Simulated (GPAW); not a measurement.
## Near-edge structure at the B K edge of BN (Qingsongite, F-43m)

Aim: the near-edge shape at the B K edge of BN (Qingsongite, F-43m), and what the core hole does to it.

Method: X-ray absorption from dipole matrix elements to empty bands, plane-wave PAW LDA, in GPAW 26.7.0.

### Step 1. Starting point

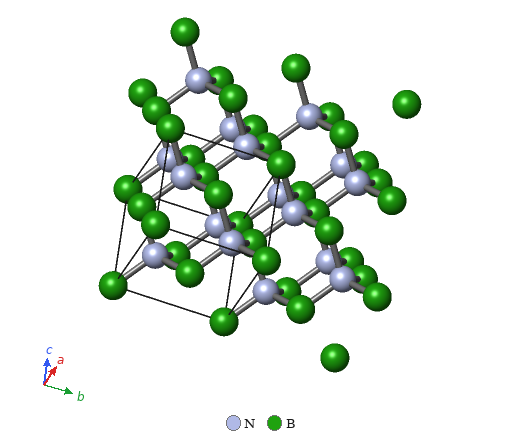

The cell as given, from a free direction (nitrogen light blue, boron green). 1×2×2 cells are drawn. This picture shows the conventional cell, with its axes. Bonds to atoms that aren't drawn are left out. Some periodic images of atoms are drawn too.

As a file:

```cif
data_structure
_symmetry_space_group_name_H-M 'F-43m'
_symmetry_Int_Tables_number 216
_cell_length_a 3.6150
_cell_length_b 3.6150
_cell_length_c 3.6150
_cell_angle_alpha 90.000
_cell_angle_beta 90.000
_cell_angle_gamma 90.000
_cell_volume 47.24
loop_
_atom_site_label
_atom_site_type_symbol
_atom_site_symmetry_multiplicity
_atom_site_Wyckoff_symbol
_atom_site_fract_x
_atom_site_fract_y
_atom_site_fract_z
_atom_site_occupancy
N1 N 4 c 0.25000 0.25000 0.25000 1
B1 B 4 a 0.00000 0.00000 0.00000 1
```

### Step 2. Ground state of the crystal

The ground state comes first: it tells whether the system has a gap, which decides how the excited electron is treated.

File scf.py:

```python
import numpy as np
from ase import Atoms
from ase.parallel import parprint, paropen
from gpaw import GPAW, PW, FermiDirac, Mixer, MixerDif, setup_paths
from gpaw.test import gen
setup_paths.insert(0, '.')
gen('B', name='nch1s', xcname='LDA', corehole=(1, 0, 0), write_xml=True)

atoms = Atoms('NB',
    cell=[[0, 1.8075, 1.8075],
     [1.8075, 0, 1.8075],
     [1.8075, 1.8075, 0]],
    scaled_positions=[[0.75, 0.75, 0.75],
     [0, 0, 0]],
    pbc=True)
atoms.calc = calc = GPAW(legacy_gpaw=True, mode=PW(500), xc='LDA', setups={1: 'nch1s'},
    kpts={'size': (12, 12, 12), 'gamma': True}, occupations=FermiDirac(0.05),
    charge=0, mixer=Mixer(0.1, 5, 50), maxiter=150,
    convergence={'density': 0.0001}, txt='scf.txt')
energy = atoms.get_potential_energy() + calc.get_reference_energy()
ef = calc.get_fermi_level()
out = dict(energy=energy, fermi=ef, forces=atoms.get_forces().tolist())
parprint(f'all-electron energy {energy:.4f} eV, Fermi level {ef:.4f} eV')
ev = np.array([[calc.get_eigenvalues(k, s) for k in range(len(calc.get_ibz_k_points()))] for s in range(calc.get_number_of_spins())])
out['homo'], out['lumo'], out['counts'] = ev[ev < ef].max(), ev[ev > ef].min(), sorted(set((ev < ef).sum((0, 2)).tolist()))
out['filled'] = (ev[:, 0] < ef).sum(1).tolist()
import json
with paropen('out.json', 'w') as f:
    json.dump(out, f)
```

Run with:

```bash
$ OMP_NUM_THREADS=1 python scf.py
```

Numbers of over 12 decimals in the logs are rounded to 6 here.

The log of the run:

```text
Input parameters:
  convergence: {density: 0.0001}
  kpts: {gamma: True,
         size: (12, 12, 12)}
  maxiter: 150
  mixer: {backend: pulay,
          beta: 0.1,
          method: separate,
          nmaxold: 5,
          weight: 50}
  mode: {ecut: 500.0,
         name: pw}
  occupations: {fixmagmom: False,
                name: fermi-dirac,
                width: 0.05}
  setups: {1: nch1s}

Initialize ...

[... PAW data sets ...]

Reference energy: -2133.488730  # eV

Spin-paired calculation

[... convergence settings ...]
Symmetries present (total): 24
  [... symmetry matrices ...]

1728 k-points: 12 x 12 x 12 Monkhorst-Pack grid + [1/24,1/24,1/24]
72 k-points in the irreducible part of the Brillouin zone
       k-points in crystal coordinates                weights
   0:    -0.00000000   -0.00000000   -0.00000000          1/1728
   1:     0.08333333    0.08333333   -0.00000000          6/1728
   2:     0.08333333    0.08333333    0.08333333          8/1728
   3:     0.16666667    0.08333333    0.08333333         12/1728
   4:     0.16666667    0.16666667   -0.00000000          6/1728
   5:     0.16666667    0.16666667    0.08333333         24/1728
   6:     0.16666667    0.16666667    0.16666667          8/1728
   7:     0.25000000    0.16666667    0.08333333         24/1728
   8:     0.25000000    0.16666667    0.16666667         24/1728
   9:     0.25000000    0.25000000   -0.00000000          6/1728
          ...
  71:     0.50000000    0.50000000    0.50000000          4/1728

Wave functions: Plane wave expansion
  Cutoff energy: 500.000 eV
  Number of coefficients (min, max): 284, 310
  Pulay-stress correction: 0.000000 eV/Ang^3 (de/decut=0.000000)
  Using FFTW library
  Wavefunction extrapolation:
    Improved wavefunction reuse through dual PAW basis

Occupation numbers: Fermi-Dirac:
  width: 0.0500  # eV

Eigensolver
   Davidson(niter=2)

Densities:
  Coarse grid: 14*14*14 grid
  Fine grid: 28*28*28 grid
  Total Charge: 0.000000

Density mixing:
  Method: separate
  Backend: pulay
  Linear mixing parameter: 0.1
  old densities: 5
  Width of damping distribution: 1.1
  Damping of long wavelength oscillations: 50

[... Hamiltonian set-up ...]
Number of atoms: 2
Number of atomic orbitals: 8
Number of bands in calculation: 8
Number of valence electrons: 8
Bands to converge: occupied

... initialized

Initializing position-dependent things.

Density initialized from atomic densities
Creating initial wave functions:
  8 bands from LCAO basis set

               N

       B

Atomic positions and initial magnetic moments

Positions:
   0 N      2.711250    2.711250    2.711250    ( 0.0000,  0.0000,  0.0000)
   1 B      0.000000    0.000000    0.000000    ( 0.0000,  0.0000,  0.0000)

Unit cell:
           periodic     x           y           z      points  spacing
  1. axis:    yes    0.000000    1.807500    1.807500    14     0.1491
  2. axis:    yes    1.807500    0.000000    1.807500    14     0.1491
  3. axis:    yes    1.807500    1.807500    0.000000    14     0.1491

  Lengths:   2.556191   2.556191   2.556191
  Angles:   60.000000  60.000000  60.000000

Effective grid spacing dv^(1/3) = 0.1627

iter:   1   -19.677455
iter:   2   -19.379589   -1.61  -0.77
iter:   3   -18.882653   -1.23  -0.85
iter:   4   -18.836190   -2.64  -1.22
iter:   5   -18.827959   -2.49  -1.49
iter:   6   -18.824675   -3.58  -1.96
iter:   7   -18.823957   -3.84  -2.37
iter:   8   -18.823920c  -5.42  -3.08
iter:   9   -18.823922c  -6.48  -3.62
iter:  10   -18.823919c  -6.39  -3.64
iter:  11   -18.823919c  -8.71c -4.64c

Converged after 11 iterations.

Dipole moment: (1.725237, 1.725237, 1.725237) |e|*Ang

Energy contributions relative to reference atoms: (reference = -2133.488730)

Kinetic:        +13.110977
Potential:      -11.764403
External:        +0.000000
XC:             -20.105007
Entropy (-ST):   -0.000000
Local:           -0.065486
SIC:             +0.000000
--------------------------
Free energy:    -18.823919
Extrapolated:   -18.823919

Showing only first 2 kpts
 Kpt  Band  Eigenvalues  Occupancy
  0     2      9.88584    2.00000
  0     3      9.88594    2.00000
  0     4     18.54357    0.00000
  0     5     18.54357    0.00000

  1     2      9.32078    2.00000
  1     3      9.32084    2.00000
  1     4     18.20123    0.00000
  1     5     19.29295    0.00000

Fermi level: 10.96027

Gap: 4.286 eV
Transition (v -> c):
  (s=0, k=0, n=3, [-0.00, -0.00, -0.00]) -> (s=0, k=65, n=4, [0.50, 0.50, -0.00])
Direct/indirect transitions are different
Direct gap: 8.658 eV
Transition at: (s=0, k=0, n=3, [-0.00, -0.00, -0.00])

Forces in eV/Ang:
  0 N    -0.00000   -0.00000   -0.00000
  1 B     0.00000    0.00000    0.00000
Scalar-relativistic atomic LDA calculation for B (Boron, Z=5)
Core hole in 1s state (1s occupation: 2.0)
300 radial gridpoints.
|------------------------------------------------|
|------------------------------------------------|
[... the atom generator's iteration count ...]

Energy contributions:
-------------------------
Kinetic:      +24.180604
XC:            -3.523894
Potential:    -45.007336
-------------------------
Total:        -24.350626

state      eigenvalue         ekin         rmax
-----------------------------------------------
1s^2.0 :    -6.565858    10.670813        0.212
2s^2.0 :    -0.344821     1.048488        1.518
2p^1.0 :    -0.136481     0.742001        1.561
-----------------------------------------------
(units: Bohr and Hartree)

Generating PAW setup
Kinetic energy of the core from tauc = 21.348427
Cutoffs:
rc(s)=1.200
rc(p)=1.200
rc(d)=1.200
rc(vbar)=1.080
rc(comp)=1.200
rc(nct)=1.200

Kinetic energy of the core states: 21.341627
Charge: 0.0
Core electrons: 2.0
Valence electrons: 3.0
Pseudo-core charge: 0.117059
Shape function alpha=6.944
Pseudo-electron charge 3.110279
state    eigenvalue         norm
--------------------------------
2s(2) :    -0.344821     1.005361
*s    :     0.655179
2p(1) :    -0.136481     0.982498
*p    :     0.863519
*d    :     0.000000
--------------------------------

Diagonalizing with gridspacing h=0.050

state   all-electron     PAW
-------------------------------
2s:      -0.344821    -0.345234
2p:      -0.136481    -0.136840
*d:                    0.041809
*f:                    0.072211
-------------------------------
all-electron energy -2152.3126 eV, Fermi level 10.9603 eV
```

Run time: 11 s. Hardware: 1 thread of Arm Neoverse N1, shared host; peak memory 0.13 GiB.

The mesh shows a gap of 4.29 eV, so the hole is first treated in a charged cell, without the excited electron.

### Step 3. Spectrum without a core hole, B atom 2

Without a hole the spectrum is the empty density of states of the right symmetry on the absorber, weighted by matrix elements. It needs only the small cell and serves as the baseline. The data set with a hole of occupation 0 only carries the core orbital.

The absorber has 4 N at 1.57 Å (tetrahedral, site symmetry -43m).

File xas.py:

```python
import numpy as np
from ase import Atoms
from ase.parallel import parprint, paropen
from gpaw import GPAW, PW, FermiDirac, Mixer, MixerDif, setup_paths
from gpaw.test import gen
setup_paths.insert(0, '.')
gen('B', name='nch1s', xcname='LDA', corehole=(1, 0, 0), write_xml=True)

atoms = Atoms('NB',
    cell=[[0, 1.8075, 1.8075],
     [1.8075, 0, 1.8075],
     [1.8075, 1.8075, 0]],
    scaled_positions=[[0.75, 0.75, 0.75],
     [0, 0, 0]],
    pbc=True)
atoms.calc = calc = GPAW(legacy_gpaw=True, mode=PW(500), xc='LDA', setups={1: 'nch1s'},
    kpts={'size': (12, 12, 12), 'gamma': True}, occupations=FermiDirac(0.02),
    charge=0, mixer=Mixer(0.1, 5, 50), maxiter=150,
    convergence={'density': 0.0001}, txt='scf.txt')
energy = atoms.get_potential_energy() + calc.get_reference_energy()
ef = calc.get_fermi_level()
out = dict(energy=energy, fermi=ef, forces=atoms.get_forces().tolist())
parprint(f'all-electron energy {energy:.4f} eV, Fermi level {ef:.4f} eV')
ev = np.array([[calc.get_eigenvalues(k, s) for k in range(len(calc.get_ibz_k_points()))] for s in range(calc.get_number_of_spins())])
out['homo'], out['lumo'], out['counts'] = ev[ev < ef].max(), ev[ev > ef].min(), sorted(set((ev < ef).sum((0, 2)).tolist()))
out['filled'] = (ev[:, 0] < ef).sum(1).tolist()

from gpaw.xas import XAS
nb = int(calc.get_number_of_electrons() / 2) + 10
top = nb
nscf = calc.fixed_density(kpts={'size': (11, 11, 11), 'gamma': True},
    convergence={'eigenstates': 1.0}, txt='nscf.txt')
nscf.diagonalize_full_hamiltonian(nbands=nb)
cell = atoms.cell.array
ops = [cell.T @ U.T @ np.linalg.inv(cell.T) for U in nscf.wfs.kd.symmetry.op_scc]
filled = [4]  # bands filled in the ground state, by spin
E = np.arange(-25, 34, 0.1)
fwhm = np.interp(E, [4, 25], [0.9, 3.5])
Y, X, zero, highest = 0, 0, 1e9, 1e9
for spin in range(nscf.get_number_of_spins()):
    xas = XAS(nscf, mode='all', center=1, spin=spin)
    eps = xas.eps_kn
    d = xas.sigma_cmkn  # core-to-band dipole matrix elements, k weights included
    T = np.einsum('amkn,bmkn->abkn', d, d.conj()).real
    T = sum(np.einsum('ai,ijkn,bj->abkn', R, T, R) for R in ops) / len(ops)
    empty = np.ones_like(eps, bool) & (np.arange(nb) >= filled[spin])
    zero, highest = min(zero, eps[empty].min()), min(highest, eps[:, top - 1].min())
    lines = [(eps, T, empty)] if spin == 0 else lines + [(eps, T, empty)]
for eps, T, empty in lines:
    f = np.einsum('aakn->akn', T).reshape(3, -1)
    x = eps.ravel() - zero
    w = np.interp(x, E, fwhm) / 2.35482
    g = np.exp(-0.5 * ((E[:, None] - x) / w) ** 2) / (w * (2 * np.pi) ** 0.5)
    Y = Y + (f * empty.ravel()) @ g.T
    X = X + (f * ~empty.ravel()) @ g.T
out.update(E=E.round(2).tolist(), xas=Y.tolist(), xes=X.tolist(), zero=zero, valid=highest - zero, nk=len(eps), nb=nb)
for i in range(0, len(E), 10):
    parprint(f'{E[i]:7.2f}', *(f'{v:10.3e}' for v in Y[:, i]))
import json
with paropen('out.json', 'w') as f:
    json.dump(out, f)
```

Run with:

```bash
$ OMP_NUM_THREADS=1 python xas.py
```

The log of the run:

```text
Input parameters:
  convergence: {density: 0.0001}
  kpts: {gamma: True,
         size: (12, 12, 12)}
  maxiter: 150
  mixer: {backend: pulay,
          beta: 0.1,
          method: separate,
          nmaxold: 5,
          weight: 50}
  mode: {ecut: 500.0,
         name: pw}
  occupations: {fixmagmom: False,
                name: fermi-dirac,
                width: 0.02}
  setups: {1: nch1s}

Initialize ...

[...]
*p    :     0.863519
*d    :     0.000000
--------------------------------

Diagonalizing with gridspacing h=0.050

state   all-electron     PAW
-------------------------------
2s:      -0.344821    -0.345234
2p:      -0.136481    -0.136840
*d:                    0.041809
*f:                    0.072211
-------------------------------
all-electron energy -2152.3126 eV, Fermi level 10.9603 eV
[...]
32.00  1.018e-04  1.018e-04  1.018e-04
  33.00  9.654e-05  9.654e-05  9.654e-05
[key lines of the parts left out:]
Converged after 11 iterations.
Dipole moment: (1.725237, 1.725237, 1.725237) |e|*Ang
Free energy:    -18.823919
Fermi level: 10.96027
```

Elapsed: 25 s, on 1 thread; peak memory 0.15 GiB.

The B K spectrum, B atom 2, no core hole (energy from the lowest empty level; intensity scaled to a mean of 1 over the first 20 eV):

```tsv
E (eV)	intensity
-2.0	0.00
-0.5	0.01
1.0	0.13
2.5	0.37
4.0	1.06
5.5	1.81
7.0	2.16
8.5	1.64
10.0	1.68
11.5	1.59
13.0	0.85
14.5	0.48
16.0	0.44
17.5	0.31
19.0	0.53
20.5	1.54
```

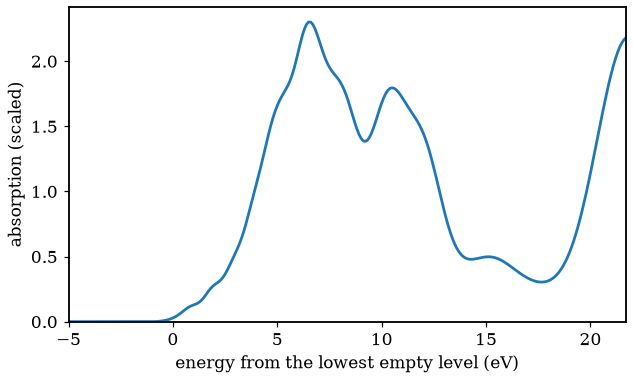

The B K edge, B atom 2, no core hole: main maxima at 6.5 and 10.5 eV.

Main maxima below 21 eV (height): 6.5 eV (2.30) and 10.5 eV (1.80). A K edge sees empty p states; a tetrahedral site has σ* states alone, so there is no π* peak.

The same matrix elements for filled bands give the B K emission of B atom 2 (ground-state approximation; energy from the lowest empty level, largest value 1):

```tsv
E (eV)	emission
-24.0	0.01
-22.5	0.04
-21.0	0.13
-19.5	0.31
-18.0	0.01
-16.5	0.00
-15.0	0.04
-13.5	0.25
-12.0	0.29
-10.5	0.50
-9.0	0.96
-7.5	0.88
-6.0	0.53
-4.5	0.07
-3.0	0.00
-1.5	0.00
0.0	0.00
1.5	0.00
3.0	0.00
```

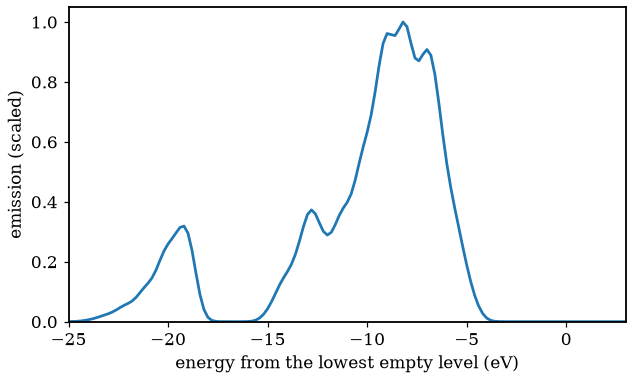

X-ray emission from the filled bands.

Emission maxima: -19.2 eV (0.32), -12.8 eV (0.37) and -8.2 eV (1.00).

### Step 4. Supercell without a hole, the energy reference

The photon energy needs a difference of total energies, so the cell and mesh of the coming hole run are first run without a hole.

scf.py: that of step 2 with these lines changed.

```diff
@@ -8,11 +8,25 @@
 
-atoms = Atoms('NB',
-    cell=[[0, 1.8075, 1.8075],
-     [1.8075, 0, 1.8075],
-     [1.8075, 1.8075, 0]],
-    scaled_positions=[[0.75, 0.75, 0.75],
-     [0, 0, 0]],
+atoms = Atoms('N8B8',
+    cell=[[0, 3.615, 3.615],
+     [3.615, 0, 3.615],
+     [3.615, 3.615, 0]],
+    scaled_positions=[[0.375, 0.375, 0.375],
+     [0.375, 0.375, 0.875],
+     [0.375, 0.875, 0.375],
+     [0.875, 0.375, 0.375],
+     [0.375, 0.875, 0.875],
+     [0.875, 0.375, 0.875],
+     [0.875, 0.875, 0.375],
+     [0.875, 0.875, 0.875],
+     [0, 0, 0],
+     [0, 0, 0.5],
+     [0, 0.5, 0],
+     [0.5, 0, 0],
+     [0, 0.5, 0.5],
+     [0.5, 0, 0.5],
+     [0.5, 0.5, 0],
+     [0.5, 0.5, 0.5]],
     pbc=True)
-atoms.calc = calc = GPAW(legacy_gpaw=True, mode=PW(500), xc='LDA', setups={1: 'nch1s'},
-    kpts={'size': (12, 12, 12), 'gamma': True}, occupations=FermiDirac(0.05),
+atoms.calc = calc = GPAW(legacy_gpaw=True, mode=PW(500), xc='LDA', setups={8: 'nch1s'},
+    kpts={'size': (4, 4, 4), 'gamma': True}, occupations=FermiDirac(0.02),
     charge=0, mixer=Mixer(0.1, 5, 50), maxiter=150,
```

Run with:

```bash
$ OMP_NUM_THREADS=1 python scf.py
```

The log of the run:

```text
Input parameters:
  convergence: {density: 0.0001}
  kpts: {gamma: True,
         size: (4, 4, 4)}
  maxiter: 150
  mixer: {backend: pulay,
          beta: 0.1,
          method: separate,
          nmaxold: 5,
          weight: 50}
  mode: {ecut: 500.0,
         name: pw}
  occupations: {fixmagmom: False,
                name: fermi-dirac,
                width: 0.02}
  setups: {8: nch1s}

Initialize ...

[...]
2s(2) :    -0.344821     1.005361
*s    :     0.655179
2p(1) :    -0.136481     0.982498
*p    :     0.863519
*d    :     0.000000
--------------------------------

Diagonalizing with gridspacing h=0.050

state   all-electron     PAW
-------------------------------
2s:      -0.344821    -0.345234
2p:      -0.136481    -0.136840
*d:                    0.041809
*f:                    0.072211
-------------------------------
all-electron energy -17218.5594 eV, Fermi level 10.9601 eV
[key lines of the parts left out:]
Converged after 15 iterations.
Dipole moment: (13.801007, 13.801007, 13.801007) |e|*Ang
Free energy:   -150.649527
Fermi level: 10.96009
```

Wall time 62 s (1 thread); peak memory 0.24 GiB.

Reference energy: -17218.559 eV with the cores included.

(Continued in part 2 of 2.)

[Banner, clock and machine lines of the logs are left out without a mark of their own.]

[Logs are printed without paths, hosts, clocks, repeated set-up lines and the standing remarks that a program may print on its own settings, such as how far it seeks lower states.]

[Hosts, paths, dates, database ids (printed as entryN), source tags and the programs' standing remarks are cut or masked in the printed files.]

[Lists of maxima count a maximum above −3 eV only where it reaches 4 % of the highest in the window and stands out from its surroundings by 2 % of it (1.5 % where it reaches 55 %); shoulders and weaker maxima are passed over, and of the rest the first, up to two pre-edge ones and the few strongest are named.]
